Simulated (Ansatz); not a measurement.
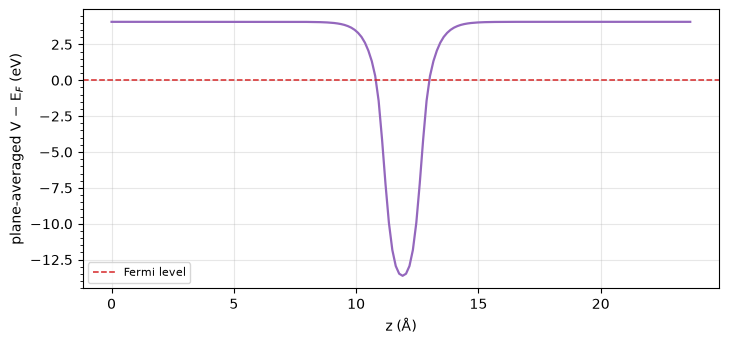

*Pb. Plane average of the electrostatic potential (local pseudopotential plus Hartree) felt by an electron across the slab.*

A structure generated by program, which may or may not match a known phase.

Computed with DFT PBE, scalar-relativistic, plane waves, PAW in Ansatz.

> Read off the work function of this surface.

The potential is flat in the vacuum, 4.1 eV above the Fermi level; this is the work function, the same on both faces.

> How thick is the slab, and how wide the vacuum?

The outermost nuclei are 0.0 Å apart, in 1 atomic plane; the vacuum between periodic images is 23.8 Å wide.
